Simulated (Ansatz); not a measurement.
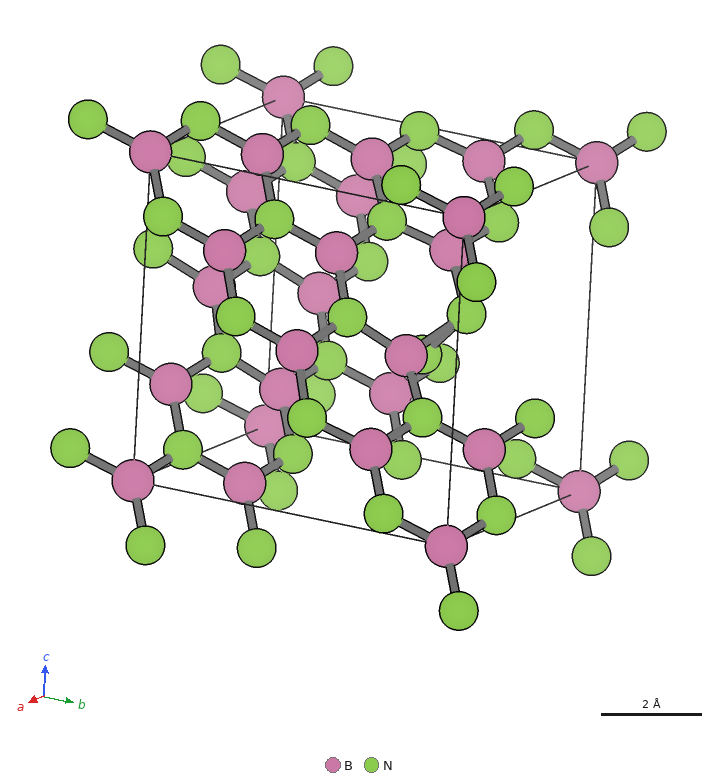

The structure as given in the input (ball-and-stick view of the cell of the calculation, seen slightly off an axis; bonded neighbours outside the cell are drawn too). An atom can appear more than once, as a periodic image.

**Nudged elastic band, with input and output: B16N17 (part 1 of 3)**

B16N17 (defect cell, 33 atoms in the cell), computed with DFT PBE+D3(BJ), scalar-relativistic, plane waves, PAW, spin-polarised (Ansatz 0.2.0).

The structure derives from a Materials Project entry. It belongs to a series of runs on one base structure; here: climbing-image band for the jump of N by 0.66 A. Figures and captions count atoms from 1; the log counts them from 0 in places.

Input:
```yaml
crystal:
  lattice:
    - [-5.0122276274, 2.8938109699, 3.2948837584]
    - [0.0, -5.7876219398, 3.2948837584]
    - [5.0122276274, 2.8938109699, 3.2948837584]
  atoms:
    - { symbol: B, position: [0.2412452135, 0.7421183422, 0.9938019664] }
    - { symbol: B, position: [0.4902580955, 0.4910144848, 0.9914034439] }
    - { symbol: B, position: [0.7493057139, 0.250094235, 1.0000946814] }
    - { symbol: B, position: [0.9917668251, 0.7419044872, 0.2418940396] }
    - { symbol: B, position: [0.9996965175, 0.9995594446, 0.9998300617] }
    - { symbol: B, position: [0.2317756566, 0.4833097268, 0.2333213216] }
    - { symbol: B, position: [0.4902447638, 0.2413853431, 0.2410106016] }
    - { symbol: B, position: [0.735078864, 0.7321858887, 0.482188495] }
    - { symbol: B, position: [0.7547691407, 1.0025828912, 0.253007464] }
    - { symbol: B, position: [0.9917641793, 0.4918934893, 0.49190938] }
    - { symbol: B, position: [0.2412311499, 0.2437982317, 0.4921081557] }
    - { symbol: B, position: [0.5101408767, 0.7629501976, 0.7726323588] }
    - { symbol: B, position: [0.5101314194, 1.0226354067, 0.5129431475] }
    - { symbol: B, position: [0.7547797879, 0.5030233933, 0.7525949415] }
    - { symbol: B, position: [0.9996985706, 0.2498356435, 0.7495650264] }
    - { symbol: B, position: [0.2543574375, 1.006758688, 0.7567523399] }
    - { symbol: "N", position: [0.5874929602, 0.0889292897, 0.3379597261] }
    - { symbol: "N", position: [0.8367025533, 0.8356474991, 0.3314053843] }
    - { symbol: "N", position: [0.0627679014, 0.5639708949, 0.3139734057] }
    - { symbol: "N", position: [0.3381655777, 0.0922049583, 0.5905183279] }
    - { symbol: "N", position: [0.3123674611, 0.3112274423, 0.3129335892] }
    - { symbol: "N", position: [0.6053928617, 0.8625373527, 0.6125310294] }
    - { symbol: "N", position: [0.8367080549, 0.5814144887, 0.5856576802] }
    - { symbol: "N", position: [0.0835793944, 0.084002371, 0.8340018556] }
    - { symbol: "N", position: [0.0776851168, 0.3276350967, 0.5778975341] }
    - { symbol: "N", position: [0.3381710343, 0.840522037, 0.8421991862] }
    - { symbol: "N", position: [0.5874976683, 0.5879711977, 0.8389393699] }
    - { symbol: "N", position: [0.8331349804, 0.083768565, 0.0830420361] }
    - { symbol: "N", position: [0.83314612, 0.3330602106, 0.8337834977] }
    - { symbol: "N", position: [0.0776939166, 0.8278997988, 0.0776392314] }
    - { symbol: "N", position: [0.3123987671, 0.5629632349, 0.0612637021] }
    - { symbol: "N", position: [0.5747691504, 0.3253658406, 0.0753699598] }
    - { symbol: "N", position: [0.5034063251, 0.6879877172, 0.4379916028], spin: 0.49 }
basis:
  ecutwfc: 420
  xc_grid: 2
kpoints:
  mp_grid: { grid: [2, 2, 2], shift: [0.5, 0.5, 0.5] }
hamiltonian:
  xc: pbe
  dispersion: d3bj
scf:
  occupations: { method: gaussian, width: 0.02 }
output:
  forces: true
magnetization:
  spin_polarized: true
neb:
  images: 5
  f_tol: 0.05
  max_iterations: 70
  order_check: false
  final_atoms:
    - { symbol: B, position: [0.2418940396, 0.7419044872, 0.9917668251] }
    - { symbol: B, position: [0.49190938, 0.4918934893, 0.9917641793] }
    - { symbol: B, position: [0.7495650264, 0.2498356435, 0.9996985706] }
    - { symbol: B, position: [0.9938019664, 0.7421183422, 0.2412452135] }
    - { symbol: B, position: [0.9998300617, 0.9995594446, 0.9996965175] }
    - { symbol: B, position: [0.2333213216, 0.4833097268, 0.2317756566] }
    - { symbol: B, position: [0.4921081557, 0.2437982317, 0.2412311499] }
    - { symbol: B, position: [0.7726323588, 0.7629501976, 0.5101408767] }
    - { symbol: B, position: [0.7567523399, 1.006758688, 0.2543574375] }
    - { symbol: B, position: [0.9914034439, 0.4910144848, 0.4902580955] }
    - { symbol: B, position: [0.2410106016, 0.2413853431, 0.4902447638] }
    - { symbol: B, position: [0.482188495, 0.7321858887, 0.735078864] }
    - { symbol: B, position: [0.5129431475, 1.0226354067, 0.5101314194] }
    - { symbol: B, position: [0.7525949415, 0.5030233933, 0.7547797879] }
    - { symbol: B, position: [1.0000946814, 0.250094235, 0.7493057139] }
    - { symbol: B, position: [0.253007464, 1.0025828912, 0.7547691407] }
    - { symbol: "N", position: [0.5905183279, 0.0922049583, 0.3381655777] }
    - { symbol: "N", position: [0.8421991862, 0.840522037, 0.3381710343] }
    - { symbol: "N", position: [0.0612637021, 0.5629632349, 0.3123987671] }
    - { symbol: "N", position: [0.3379597261, 0.0889292897, 0.5874929602] }
    - { symbol: "N", position: [0.3129335892, 0.3112274423, 0.3123674611] }
    - { symbol: "N", position: [0.6125310294, 0.8625373527, 0.6053928617] }
    - { symbol: "N", position: [0.8389393699, 0.5879711977, 0.5874976683] }
    - { symbol: "N", position: [0.0830420361, 0.083768565, 0.8331349804] }
    - { symbol: "N", position: [0.0753699598, 0.3253658406, 0.5747691504] }
    - { symbol: "N", position: [0.3314053843, 0.8356474991, 0.8367025533] }
    - { symbol: "N", position: [0.5856576802, 0.5814144887, 0.8367080549] }
    - { symbol: "N", position: [0.8340018556, 0.084002371, 0.0835793944] }
    - { symbol: "N", position: [0.8337834977, 0.3330602106, 0.83314612] }
    - { symbol: "N", position: [0.0776392314, 0.8278997988, 0.0776939166] }
    - { symbol: "N", position: [0.3139734057, 0.5639708949, 0.0627679014] }
    - { symbol: "N", position: [0.5778975341, 0.3276350967, 0.0776851168] }
    - { symbol: "N", position: [0.4379916028, 0.6879877172, 0.5034063251] }
```

Run on 4 threads of Arm Neoverse V1, 24 GiB of memory available, shared host.

Command:
```bash
ansatz run input.yaml --threads 4 --pin off --max-ram 10240MiB --backend cpu --events-out ev --progress --plain --runs-dir out
```

Output:
```
Warning: neb: disabling space-group detection — the band's intermediate images generally break the endpoint symmetry, so no spatial operation reduces the k-mesh or symmetrises the density, except that a semilocal band can use its path's symmetry ahead of convergence; time reversal is kept, so that k and −k are solved as one point where they differ and the mesh holds both, and exact exchange and, on two spinor components, a DFT+U term hold to it where the run has them: on two components no moment then forms, and a state that bears one, which a typed moment (crystal.atoms[].spin; refused beside efield: under a hybrid functional) reaches, can lie lower, under hf by electronvolts; crystal.symmetry.detect: false (a key that needs symmetry detection or time reversal refuses this as the deck is read) with time_reversal: false beside it drops time reversal too
Engine: ansatz 0.2.0, aarch64-unknown-linux-gnu
Pseudopotentials: kind: paw
Pseudopotential: B, paw, valence charge 3, recommended cutoff 420 eV (normal), B.paw.azcp
Pseudopotential: N, paw, valence charge 5, recommended cutoff 420 eV (normal), N.paw.azcp
Functional definition: PBE
  parameter kappa = 0.804
  parameter beta = 0.06672455060314922
  exchange = pbe_x(kappa = kappa, mu = beta*pi^2/3)
  correlation = pbe_c(beta = beta)
parallel-image band execution: 4 concurrent image workers
NEB image 0
Crystal: 33 atoms, lattice volume = 286.743 Å³
Basis set: ecut = 420 eV, 5603 PW (Γ), exchange–correlation on 90×90×90 points (8 copies of the dense FFT grid, shifted against one another)
Bands: 100, of which v1, the nominal top of the filled ones, is band 67 counted from 1 (66 counted from 0)
Symmetry: 1 space group operations
k-points: 4 of 8 (time reversal used)
Non-local potential: B, projectors of the file, l = 0: 2, l = 1: 2, l = 2: 1
Non-local potential: N, projectors of the file, l = 0: 2, l = 1: 2, l = 2: 1
PAW form: soft (Blöchl's): semilocal exchange-correlation on the pseudo side does not see the compensation charge
PAW one-centre angular grid: B, 110 points (default); XC on 64 Gauss nodes
PAW one-centre angular grid: N, 110 points (default); XC on 64 Gauss nodes
Initial density: superposition of atomic densities (chi_scale 0.1, normalization cell, long waves kept (reshape's long-wave potential 0.12 eV rms))
Starting moments: Σ|m| = 0.49 μB on 1 of 33 sites
Initial wavefunctions: pseudopotential atomic-orbital guess
Functional: x = pbe(κ = 0.804, μ = 0.2195149727645171), c = pbe(β = 0.06672455060314922)
SCF iter   1: F=—  HF=-9083.023038 eV  |F-HF|=—  |Δ(HF+E_count)|=         —  Δρ=7.52e-2 (↑7.45e-2 ↓7.52e-2)  dr2=6.15e1  dr2_m=3.29e-1  M=1.000 μB ∫|m|=1.034 μB  β_m=1.00  ethr=3.10e-3  ⟨swp⟩=6.0  Hψ=3552  notcnv=0  defer=36
preconditioner: auto → Resta (q_TF=auto, 2.400 Å⁻¹)  ε∞=3.3  [insulator: Δε(μ)=0.474 eV  Ē_g=16.778 eV  σ=0.020 eV  W_gap=1.00  n_scr=74 (ndim 8)  ℏωp=25.3 eV  f_vac=0.000  D(μ)=0.00/eV (n_scr^D=0)  ε∞_Penn≈3.3]
spin=Collinear: Resta preconditioning applied to the charge; magnetization (m = ρ↑ − ρ↓) channel mixes plain (no charge-response kernel on spin).
SCF iter   2: F=—  HF=-9069.042138 eV  |F-HF|=—  |Δ(HF+E_count)|=    1.40e1  Δρ=4.29e-2 (↑4.29e-2 ↓4.28e-2)  dr2=2.02e1  dr2_m=9.10e-3  M=1.000 μB ∫|m|=1.068 μB  β_m=1.00  ethr=3.10e-3  ⟨swp⟩=3.0  Hψ=1557  notcnv=0  defer=207
SCF iter   3: F=—  HF=-9062.817673 eV  |F-HF|=—  |Δ(HF+E_count)|=    6.22e0  Δρ=2.01e-2 (↑2.00e-2 ↓2.01e-2)  dr2=3.14e0  dr2_m=1.03e-3  M=1.000 μB ∫|m|=1.081 μB  β_m=0.30  ethr=3.10e-3  ⟨swp⟩=3.0  Hψ=1539  notcnv=0  defer=209
SCF iter   4: F=—  HF=-9061.847124 eV  |F-HF|=—  |Δ(HF+E_count)|=   9.71e-1  Δρ=3.54e-3 (↑3.54e-3 ↓3.29e-3)  dr2=1.14e-1  dr2_m=8.40e-4  M=1.000 μB ∫|m|=1.082 μB  β_m=0.30  ethr=2.36e-3  ⟨swp⟩=3.1  Hψ=1263  notcnv=0  defer=209
SCF iter   5: F=—  HF=-9061.873484 eV  |F-HF|=—  |Δ(HF+E_count)|=   2.64e-2  Δρ=2.55e-3 (↑2.55e-3 ↓2.51e-3)  dr2=4.30e-2  dr2_m=5.36e-4  M=1.000 μB ∫|m|=1.084 μB  β_m=0.30  ethr=8.59e-5  ⟨swp⟩=2.0  Hψ=907  notcnv=0  defer=209
SCF iter   6: F=—  HF=-9061.904842 eV  |F-HF|=—  |Δ(HF+E_count)|=   3.14e-2  Δρ=1.19e-3 (↑1.13e-3 ↓1.19e-3)  dr2=9.58e-3  dr2_m=2.84e-4  M=1.000 μB ∫|m|=1.085 μB  β_m=0.30  ethr=3.23e-5  ⟨swp⟩=2.5  Hψ=990  notcnv=0  defer=209
SCF iter   7: F=—  HF=-9061.917583 eV  |F-HF|=—  |Δ(HF+E_count)|=   1.27e-2  Δρ=4.20e-4 (↑4.20e-4 ↓3.85e-4)  dr2=6.90e-4  dr2_m=1.47e-4  M=1.000 μB ∫|m|=1.086 μB  β_m=0.30  ethr=7.20e-6  ⟨swp⟩=2.0  Hψ=1182  notcnv=0  defer=209
Mixer restart at iter 7: flushing history
spin-set hold released at iteration 7 (site moments contracting): the magnetisation degrees of freedom join the quasi-Newton model from the next iteration; the mixer history was flushed
SCF iter   8: F=—  HF=-9061.919196 eV  |F-HF|=—  |Δ(HF+E_count)|=   1.61e-3  Δρ=2.96e-4 (↑2.96e-4 ↓2.82e-4)  dr2=3.48e-4  dr2_m=8.58e-5  M=1.000 μB ∫|m|=1.087 μB  β_m=0.65  ethr=5.19e-7  ⟨swp⟩=2.0  Hψ=863  notcnv=0  defer=209
SCF iter   9: F=—  HF=-9061.921051 eV  |F-HF|=—  |Δ(HF+E_count)|=   1.86e-3  Δρ=5.74e-5 (↑5.74e-5 ↓4.87e-5)  dr2=2.27e-5  dr2_m=2.55e-6  M=1.000 μB ∫|m|=1.090 μB  β_m=0.68  ethr=2.62e-7  ⟨swp⟩=2.0  Hψ=1135  notcnv=0  defer=209
SCF iter  10: F=—  HF=-9061.920975 eV  |F-HF|=—  |Δ(HF+E_count)|=   7.67e-5  Δρ=2.57e-5 (↑2.04e-5 ↓2.57e-5)  dr2=4.78e-6  dr2_m=4.43e-7  M=1.000 μB ∫|m|=1.091 μB  β_m=0.83  ethr=1.71e-8  ⟨swp⟩=2.0  Hψ=1227  notcnv=0  defer=209
SCF iter  11: F=—  HF=-9061.920983 eV  |F-HF|=—  |Δ(HF+E_count)|=   8.13e-6  Δρ=1.26e-5 (↑1.26e-5 ↓1.22e-5)  dr2=1.84e-6  dr2_m=1.39e-8  M=1.000 μB ∫|m|=1.091 μB  β_m=0.72  ethr=3.59e-9  ⟨swp⟩=2.0  Hψ=1123  notcnv=0  defer=209
iter 12 did not close the SCF: its close was put off for a magnetic moment that had not settled (scf_convergence_deferred on its scf_iter line)
SCF iter  12: F=-9061.920983 eV  HF=-9061.920983 eV  |F-HF|=9.59e-9  |Δ(HF+E_count)|=   9.08e-8  Δρ=2.40e-6 (↑2.40e-6 ↓2.22e-6)  dr2=6.59e-8  dr2_m=3.76e-9  M=1.000 μB ∫|m|=1.091 μB  β_m=0.77  ethr=7.52e-11  ⟨swp⟩=3.0  Hψ=2567  notcnv=0
SCF iter  13: F=-9061.920983 eV  HF=-9061.920983 eV  |F-HF|=1.80e-10  |Δ(HF+E_count)|=   1.59e-8  Δρ=9.17e-7 (↑6.26e-7 ↓9.17e-7)  dr2=4.81e-9  dr2_m=5.04e-10  M=1.000 μB ∫|m|=1.091 μB  ethr=4.95e-11  ⟨swp⟩=2.0  Hψ=1967  notcnv=0
SCF 1 converged in 13 iterations: F = -9061.920983 eV  dr2 = 4.81e-9
  greatest PAW one-centre occupation: 0.843 electrons in one spin orbital (limit 2), on the N atom at site 32 (counted from 0), in its partial waves of l = 0
NSCF: frozen V_eff on 4 k-points
NEB image 6
SCF iter   1: F=—  HF=-9083.023064 eV  |F-HF|=—  |Δ(HF+E_count)|=         —  Δρ=7.52e-2 (↑7.45e-2 ↓7.52e-2)  dr2=6.15e1  dr2_m=3.29e-1  M=1.000 μB ∫|m|=1.034 μB  β_m=1.00  ethr=3.10e-3  ⟨swp⟩=6.0  Hψ=3558  notcnv=0  defer=36
spin=Collinear: Resta preconditioning applied to the charge; magnetization (m = ρ↑ − ρ↓) channel mixes plain (no charge-response kernel on spin).
SCF iter   2: F=—  HF=-9069.041987 eV  |F-HF|=—  |Δ(HF+E_count)|=    1.40e1  Δρ=4.29e-2 (↑4.29e-2 ↓4.28e-2)  dr2=2.02e1  dr2_m=9.10e-3  M=1.000 μB ∫|m|=1.068 μB  β_m=1.00  ethr=3.10e-3  ⟨swp⟩=3.0  Hψ=1558  notcnv=0  defer=207
SCF iter   3: F=—  HF=-9062.817758 eV  |F-HF|=—  |Δ(HF+E_count)|=    6.22e0  Δρ=2.01e-2 (↑2.00e-2 ↓2.01e-2)  dr2=3.14e0  dr2_m=1.03e-3  M=1.000 μB ∫|m|=1.081 μB  β_m=0.30  ethr=3.10e-3  ⟨swp⟩=3.0  Hψ=1539  notcnv=0  defer=209
SCF iter   4: F=—  HF=-9061.847112 eV  |F-HF|=—  |Δ(HF+E_count)|=   9.71e-1  Δρ=3.54e-3 (↑3.54e-3 ↓3.29e-3)  dr2=1.14e-1  dr2_m=8.41e-4  M=1.000 μB ∫|m|=1.082 μB  β_m=0.30  ethr=2.36e-3  ⟨swp⟩=3.1  Hψ=1263  notcnv=0  defer=209
SCF iter   5: F=—  HF=-9061.873481 eV  |F-HF|=—  |Δ(HF+E_count)|=   2.64e-2  Δρ=2.55e-3 (↑2.55e-3 ↓2.51e-3)  dr2=4.30e-2  dr2_m=5.36e-4  M=1.000 μB ∫|m|=1.084 μB  β_m=0.30  ethr=8.58e-5  ⟨swp⟩=2.0  Hψ=907  notcnv=0  defer=209
SCF iter   6: F=—  HF=-9061.904832 eV  |F-HF|=—  |Δ(HF+E_count)|=   3.14e-2  Δρ=1.19e-3 (↑1.13e-3 ↓1.19e-3)  dr2=9.58e-3  dr2_m=2.84e-4  M=1.000 μB ∫|m|=1.085 μB  β_m=0.30  ethr=3.23e-5  ⟨swp⟩=2.6  Hψ=991  notcnv=0  defer=209
SCF iter   7: F=—  HF=-9061.917581 eV  |F-HF|=—  |Δ(HF+E_count)|=   1.27e-2  Δρ=4.20e-4 (↑4.20e-4 ↓3.86e-4)  dr2=6.89e-4  dr2_m=1.47e-4  M=1.000 μB ∫|m|=1.086 μB  β_m=0.30  ethr=7.20e-6  ⟨swp⟩=2.0  Hψ=1182  notcnv=0  defer=209
Mixer restart at iter 7: flushing history
spin-set hold released at iteration 7 (site moments contracting): the magnetisation degrees of freedom join the quasi-Newton model from the next iteration; the mixer history was flushed
SCF iter   8: F=—  HF=-9061.919196 eV  |F-HF|=—  |Δ(HF+E_count)|=   1.61e-3  Δρ=2.96e-4 (↑2.96e-4 ↓2.82e-4)  dr2=3.48e-4  dr2_m=8.58e-5  M=1.000 μB ∫|m|=1.087 μB  β_m=0.65  ethr=5.18e-7  ⟨swp⟩=2.0  Hψ=863  notcnv=0  defer=209
SCF iter   9: F=—  HF=-9061.921054 eV  |F-HF|=—  |Δ(HF+E_count)|=   1.86e-3  Δρ=5.74e-5 (↑5.74e-5 ↓4.87e-5)  dr2=2.27e-5  dr2_m=2.55e-6  M=1.000 μB ∫|m|=1.090 μB  β_m=0.68  ethr=2.62e-7  ⟨swp⟩=2.0  Hψ=1135  notcnv=0  defer=209
SCF iter  10: F=—  HF=-9061.920975 eV  |F-HF|=—  |Δ(HF+E_count)|=   7.91e-5  Δρ=2.57e-5 (↑2.04e-5 ↓2.57e-5)  dr2=4.79e-6  dr2_m=4.43e-7  M=1.000 μB ∫|m|=1.091 μB  β_m=0.83  ethr=1.70e-8  ⟨swp⟩=2.0  Hψ=1227  notcnv=0  defer=209
SCF iter  11: F=—  HF=-9061.920983 eV  |F-HF|=—  |Δ(HF+E_count)|=   8.10e-6  Δρ=1.26e-5 (↑1.26e-5 ↓1.22e-5)  dr2=1.83e-6  dr2_m=1.41e-8  M=1.000 μB ∫|m|=1.091 μB  β_m=0.72  ethr=3.60e-9  ⟨swp⟩=2.0  Hψ=1123  notcnv=0  defer=209
iter 12 did not close the SCF: its close was put off for a magnetic moment that had not settled (scf_convergence_deferred on its scf_iter line)
SCF iter  12: F=-9061.920983 eV  HF=-9061.920983 eV  |F-HF|=9.49e-9  |Δ(HF+E_count)|=   8.18e-8  Δρ=2.40e-6 (↑2.40e-6 ↓2.22e-6)  dr2=6.59e-8  dr2_m=3.76e-9  M=1.000 μB ∫|m|=1.091 μB  β_m=0.77  ethr=7.52e-11  ⟨swp⟩=3.0  Hψ=2546  notcnv=0
SCF iter  13: F=-9061.920983 eV  HF=-9061.920983 eV  |F-HF|=2.20e-10  |Δ(HF+E_count)|=   1.58e-8  Δρ=9.22e-7 (↑6.29e-7 ↓9.22e-7)  dr2=4.87e-9  dr2_m=5.06e-10  M=1.000 μB ∫|m|=1.091 μB  ethr=4.95e-11  ⟨swp⟩=2.0  Hψ=1967  notcnv=0
SCF 2 converged in 13 iterations: F = -9061.920983 eV  dr2 = 4.87e-9
[... from here on the iterations of each SCF are left out, up to the last one ...]
NSCF: frozen V_eff on 4 k-points
NEB end point (image 0): max|allowed force component| = 1.032e-2 eV/Å (the criterion of neb.relax_end_points is 1.000e-2)
NEB end point (image 6): max|allowed force component| = 1.032e-2 eV/Å (the criterion of neb.relax_end_points is 1.000e-2)
NEB image 1
preconditioner: auto → Resta (q_TF=auto, 2.400 Å⁻¹)  ε∞=3.3  [insulator: Δε(μ)=0.458 eV  Ē_g=16.786 eV  σ=0.020 eV  W_gap=1.00  n_scr=74 (ndim 8)  ℏωp=25.3 eV  f_vac=0.000  D(μ)=0.00/eV (n_scr^D=0)  ε∞_Penn≈3.3]
spin=Collinear: Resta preconditioning applied to the charge; magnetization (m = ρ↑ − ρ↓) channel mixes plain (no charge-response kernel on spin).
spin-set hold released at iteration 7 (site moments contracting): the magnetisation degrees of freedom join the quasi-Newton model from the next iteration; the mixer history was flushed
SCF 3 converged in 14 iterations: F = -9061.807761 eV  dr2 = 4.14e-9
NEB image 2
preconditioner: auto → Resta (q_TF=auto, 2.400 Å⁻¹)  ε∞=3.3  [insulator: Δε(μ)=0.438 eV  Ē_g=16.785 eV  σ=0.020 eV  W_gap=1.00  n_scr=74 (ndim 8)  ℏωp=25.3 eV  f_vac=0.000  D(μ)=0.00/eV (n_scr^D=0)  ε∞_Penn≈3.3]
spin=Collinear: Resta preconditioning applied to the charge; magnetization (m = ρ↑ − ρ↓) channel mixes plain (no charge-response kernel on spin).
spin-set hold released at iteration 7 (site moments contracting): the magnetisation degrees of freedom join the quasi-Newton model from the next iteration; the mixer history was flushed
SCF 4 converged in 14 iterations: F = -9061.601296 eV  dr2 = 2.42e-8
NEB image 3
preconditioner: auto → Resta (q_TF=auto, 2.400 Å⁻¹)  ε∞=3.3  [insulator: Δε(μ)=0.428 eV  Ē_g=16.782 eV  σ=0.020 eV  W_gap=1.00  n_scr=74 (ndim 8)  ℏωp=25.3 eV  f_vac=0.000  D(μ)=0.00/eV (n_scr^D=0)  ε∞_Penn≈3.3]
spin=Collinear: Resta preconditioning applied to the charge; magnetization (m = ρ↑ − ρ↓) channel mixes plain (no charge-response kernel on spin).
spin-set hold released at iteration 7 (site moments contracting): the magnetisation degrees of freedom join the quasi-Newton model from the next iteration; the mixer history was flushed
SCF 5 converged in 13 iterations: F = -9061.501878 eV  dr2 = 7.44e-9
```
